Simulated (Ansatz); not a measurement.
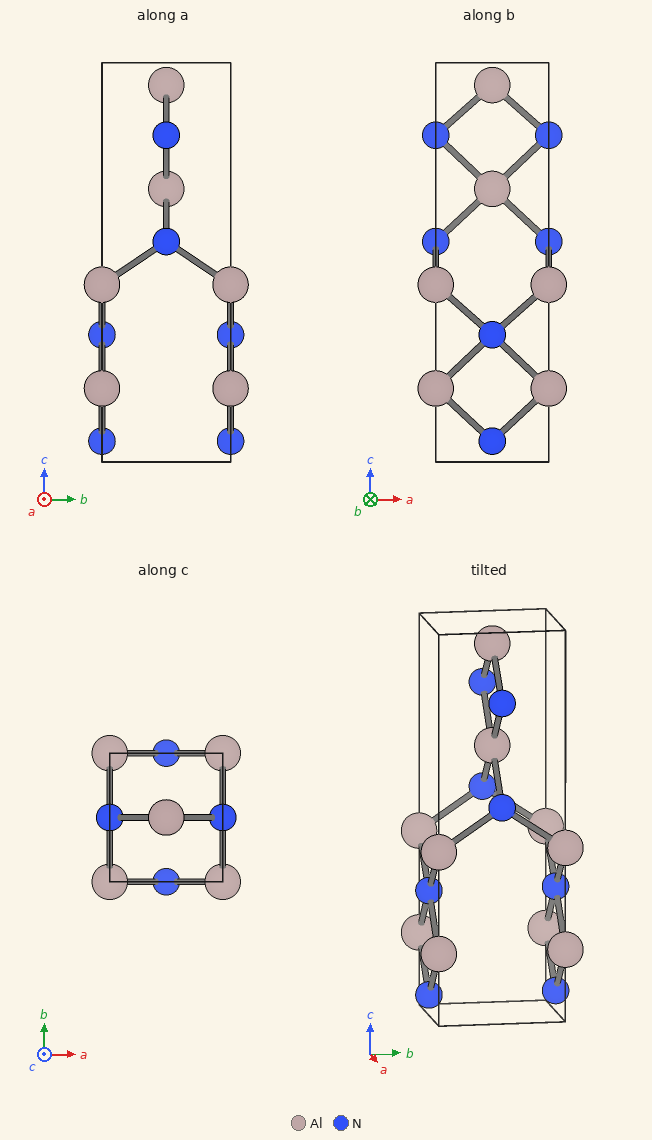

The structure above is drawn in ball-and-stick style and viewed along the a axis, along the b axis, along the c axis and slightly off an axis. The edges of the conventional unit cell are marked.

Lattice parameters: a = 2.8177 Å, b = 3.2065 Å, c = 9.9508 Å, α = 90.000°, β = 90.000°, γ = 90.000°.

Give the structure in the form of a CIF with its space group and independent sites, with free fractional coordinates to two decimals.

```cif
data_structure
_symmetry_space_group_name_H-M 'I m m 2'
_symmetry_Int_Tables_number 44
_cell_length_a 2.8177
_cell_length_b 3.2065
_cell_length_c 9.9508
_cell_angle_alpha 90.000
_cell_angle_beta 90.000
_cell_angle_gamma 90.000
_cell_volume 89.90
loop_
_atom_site_label
_atom_site_type_symbol
_atom_site_symmetry_multiplicity
_atom_site_Wyckoff_symbol
_atom_site_fract_x
_atom_site_fract_y
_atom_site_fract_z
_atom_site_occupancy
Al1 Al 2 a 0.00 0.00 0.44 1
Al2 Al 2 a 0.00 0.00 0.18 1
N1 N 2 b 0.50 0.00 0.05 1
N2 N 2 b 0.50 0.00 0.32 1
```

The cell started as a structure type filled with these elements by a generator (whether the compound takes this form wasn't checked). Earlier steps of the study may have refined or changed the cell and positions. It was run through Ansatz as a DFT input.
